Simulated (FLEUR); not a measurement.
**PbTe: 5 runs along one coordinate**

System: PbTe (2 atoms in the cell).
Method: Kohn-Sham DFT of a periodic cell, Wigner, all-electron, no spin polarisation (FLEUR MaX-R8.1 (later development tree)).

The 5 runs differ only in the geometry, by an even scaling of the cell at fixed fractional positions. The structure derives from an entry of the Crystallography Open Database.

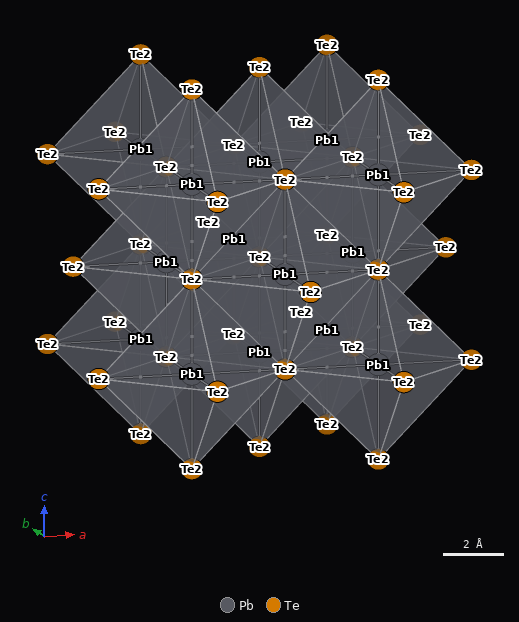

Figure 1. The structure of run 3 (polyhedral view of the cell 4 times as large as that of the calculation, set on its symmetry axes, seen slightly off an axis; polyhedra are completed across the faces of the cell; atoms are numbered from 1 in the order of the input).

### Input of run 3
```
<?xml version="1.0" encoding="UTF-8" standalone="no"?>
<fleurInput fleurInputVersion="0.39">
   <comment>
      TePb                                                                                                
   </comment>
   <calculationSetup>
      <cutoffs Kmax="4.1" Gmax="12.7" GmaxXC="12.7" numbands="0"/>
      <scfLoop itmax="60" minDistance="0.00001" maxIterBroyd="15" imix="Anderson" alpha="0.05" precondParam="0.0" spinf="2.0" sdNocoIR="T"/>
      <coreElectrons ctail="T" frcor="F" kcrel="0" coretail_lmax="0"/>
      <xcFunctional name="wign" relativisticCorrections="F"/>
      <magnetism jspins="1"/>
      <soc l_soc="F" theta="0.0" phi="0.0" spav="F"/>
      <expertModes spex="0" secvar="F"/>
      <geometryOptimization l_f="F" forcealpha="1.0" forcemix="BFGS" epsdisp="0.00001" epsforce="0.00001"/>
      <ldaU l_linMix="F" mixParam="0.05" spinf="1.0"/>
   </calculationSetup>
   <cell>
      <bzIntegration valenceElectrons="42.0" mode="hist" fermiSmearingEnergy="0.00183747">
         <kPointListSelection listName="default-1"/>
         <!-- k-points included here -->
         <xi:include xmlns:xi="http://www.w3.org/2001/XInclude" href="kpts.xml"> </xi:include>
      </bzIntegration>
      <!-- symmetry operations included here -->
      <xi:include xmlns:xi="http://www.w3.org/2001/XInclude" href="sym.xml"> </xi:include>
      <bulkLattice scale="1.0">
         <bravaisMatrix>
            <row-1>    0.0000000000000000     6.1057051085825993     6.1057051085825993</row-1>
            <row-2>    6.1057051085825993     0.0000000000000000     6.1057051085825993</row-2>
            <row-3>    6.1057051085825993     6.1057051085825993     0.0000000000000000</row-3>
         </bravaisMatrix>
      </bulkLattice>
   </cell>
   <atomSpecies>
      <species name="Lead (Pb)" element="Pb" atomicNumber="82">
         <mtSphere radius="2.66" gridPoints="879" logIncrement="0.015"/>
         <atomicCutoffs lmax="11" lnonsphr="8"/>
         <electronConfig flipSpins="F">
            <coreConfig>(1s1/2) (2s1/2) (2p1/2) (2p3/2) (3s1/2) (3p1/2) (3p3/2) (4s1/2) (3d3/2) (3d5/2) (4p1/2) (4p3/2) (4d3/2) (4d5/2) (4f5/2) (4f7/2) (5s1/2)</coreConfig>
            <valenceConfig>(5p1/2) (5p3/2) (6s1/2) (5d3/2) (5d5/2) (6p1/2) (6p3/2)</valenceConfig>
            <stateOccupation state="(6p1/2)" spinUp="0.333333" spinDown="0.333333"/>
            <stateOccupation state="(6p3/2)" spinUp="0.666667" spinDown="0.666667"/>
         </electronConfig>
         <energyParameters s="6" p="6" d="5" f="5"/>
         <lo type="SCLO" l="1" n="5" eDeriv="0"/>
         <lo type="SCLO" l="1" n="5" eDeriv="1"/>
         <lo type="SCLO" l="0" n="6" eDeriv="2"/>
         <lo type="SCLO" l="2" n="5" eDeriv="2"/>
         <lo type="SCLO" l="3" n="5" eDeriv="2"/>
      </species>
      <species name="Tellurium (Te)" element="Te" atomicNumber="52">
         <mtSphere radius="2.66" gridPoints="879" logIncrement="0.015"/>
         <atomicCutoffs lmax="11" lnonsphr="8"/>
         <electronConfig flipSpins="F">
            <coreConfig>(1s1/2) (2s1/2) (2p1/2) (2p3/2) (3s1/2) (3p1/2) (3p3/2) (4s1/2) (3d3/2) (3d5/2)</coreConfig>
            <valenceConfig>(4p1/2) (4p3/2) (5s1/2) (4d3/2) (4d5/2) (5p1/2) (5p3/2)</valenceConfig>
            <stateOccupation state="(5p1/2)" spinUp="0.666667" spinDown="0.666667"/>
            <stateOccupation state="(5p3/2)" spinUp="1.333333" spinDown="1.333333"/>
         </electronConfig>
         <energyParameters s="5" p="5" d="5" f="4"/>
         <lo type="SCLO" l="1" n="4" eDeriv="0"/>
         <lo type="SCLO" l="1" n="4" eDeriv="1"/>
         <lo type="SCLO" l="2" n="4" eDeriv="0"/>
         <lo type="SCLO" l="2" n="4" eDeriv="1"/>
         <lo type="SCLO" l="0" n="5" eDeriv="2"/>
         <lo type="SCLO" l="3" n="4" eDeriv="2"/>
      </species>
   </atomSpecies>
   <atomGroups>
      <atomGroup species="Lead (Pb)">
         <relPos label="                   1">.0000000000 .0000000000 .0000000000</relPos>
         <force calculate="T" relaxXYZ="TTT"/>
      </atomGroup>
      <atomGroup species="Tellurium (Te)">
         <relPos label="                   2">1.000/2.000 1.000/2.000 1.000/2.000</relPos>
         <force calculate="T" relaxXYZ="TTT"/>
      </atomGroup>
   </atomGroups>
   <output dos="F" band="F" slice="F">
      <checks vchk="F" cdinf="F"/>
      <bandDOS minEnergy="-.5*Htr" maxEnergy="0.5*Htr" sigma="0.015" storeEVData="T"/>
      <vacuumDOS vacdos="F" integ="F" star="F" nstars="0" locx1="0.0" locy1="0.0" locx2="0.0" locy2="0.0" nstm="0" tworkf="0.0"/>
      <unfoldingBand unfoldBand="F" supercellX="1" supercellY="1" supercellZ="1"/>
      <plotting iplot="0" polar="F">
         <plot TwoD="T" vec1="  1.0  0.0  0.0" vec2="  0.0  1.0  0.0" vec3="  0.0  0.0  1.0" zero="  0.0  0.0  0.0" file="plot"/>
      </plotting>
      <chargeDensitySlicing numkpt="0" minEigenval="0.0" maxEigenval="0.0" nnne="0" pallst="F"/>
      <specialOutput eonly="F"/>
      <moessbauerParams electricFieldGradient="T" isomerShift="T" coreHyperfine="T" valenceHyperfine="T"/>
      <magneticCircularDichroism mcd="F" energyLo="-10.0" energyUp="0.0"/>
   </output>
  <!-- We include the file relax.xml here to enable relaxations (see documentation) -->
  <xi:include xmlns:xi="http://www.w3.org/2001/XInclude" href="relax.xml"> <xi:fallback/> </xi:include>
</fleurInput>
```

Lattice vectors (Å) and fractional positions of run 3:
```
   0.000000    3.231000    3.231000
   3.231000    0.000000    3.231000
   3.231000    3.231000    0.000000
Pb  0.000000  0.000000  0.000000
Te  0.500000  0.500000  0.500000
```

Run 2 has the same physical settings and fractional positions; its lattice vectors (Å) are:
```
   0.000000    3.187332    3.187332
   3.187332    0.000000    3.187332
   3.187332    3.187332    0.000000
```

### Results, with one run withheld

```tsv
run	volume per atom (Å³)	free energy per atom, from the lowest run given (meV)	gap on the mesh (eV)
1	31.706	16.74	0.82
2	32.380	?	?
3	33.730	0.00	0.90
4	35.079	8.35	0.95
5	35.753	17.19	0.97
```

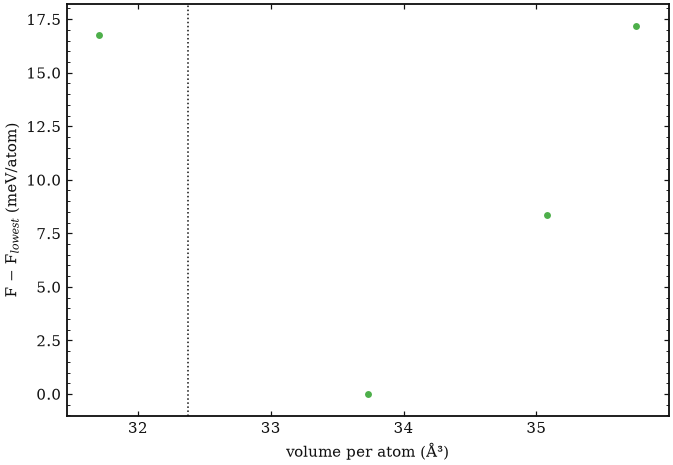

Figure 2. Free energy per atom of the runs given; the dotted line marks run 2.

What should run 2 give?

A quadratic polynomial in V^(−2/3) (the Birch–Murnaghan form), fitted to the 4 runs given, misses them by at most 0.04 meV per atom. With x = V^(−2/3) − 0.09527 Å⁻², it reads F = 0.59466 − 1706.7 x + 1.1527e+06 x² (meV per atom). At run 2 it gives 6.74 meV per atom, and the run itself gives 6.66. The fit has its minimum at 33.614 Å³ per atom, where V d²F/dV² gives 45 GPa: the bulk modulus at this level, since symmetry fixes the shape and the positions. The gap on the mesh goes, without turning, from 0.82 eV in run 1 to 0.97 eV in run 5; run 2 has 0.85 eV. These are gaps of this functional on this mesh, which can miss the band edges; they aren't the measured gap.

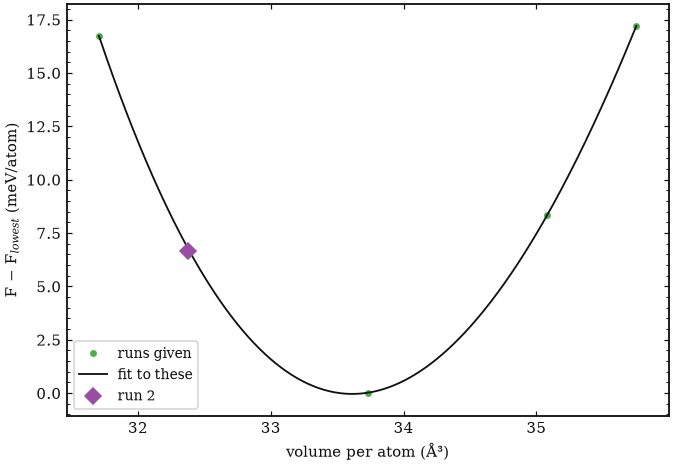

Figure 3. The fit and the withheld run.

### Output (run 2)
```
Welcome to FLEUR        (www.flapw.de)
      MaX-Release 8.1          (www.max-centre.eu)

 ========== k-point set info ==========
 Selected k-point list: default-1
 k-point list type: mesh
 7 x 7 x 7
 Number of k points: 20

 ------------Calculation Setup---------------------------
 Number of MPI-tasks      :            1
 Number of PE/node        :            1
 Number of OMP-threads    :            1
 Most efficient MPI parallelization for:
           1           2           4           5          10          20
 Additional eigenvalue parallelization possible
 Number of basis functions:          615
 Approximate size of matrices (H+S) per k-point:         0.006 GB
 --------------------------------------------------------

 Iteration:     1   Distance:       8.55733174 me/bohr^3

 Iteration:     2   Distance:       8.02374755 me/bohr^3

 Iteration:     3   Distance:       3.17955420 me/bohr^3

 Iteration:     4   Distance:       0.86117208 me/bohr^3

 Iteration:     5   Distance:       0.64849578 me/bohr^3

 Iteration:     6   Distance:       0.05627137 me/bohr^3

 Iteration:     7   Distance:       0.04589945 me/bohr^3

 Iteration:     8   Distance:       0.01008922 me/bohr^3

 Iteration:     9   Distance:       0.00460064 me/bohr^3

 Iteration:    10   Distance:       0.00212045 me/bohr^3

 Iteration:    11   Distance:       0.00038791 me/bohr^3

 Iteration:    12   Distance:       0.00007796 me/bohr^3

 Iteration:    13   Distance:       0.00004561 me/bohr^3

 Iteration:    14   Distance:       0.00000626 me/bohr^3

 ********************************************************************
 Run finished successfully
 Stop message:
   all done
 ********************************************************************
```

Notes: Spin–orbit coupling is left out, which matters for Pb.
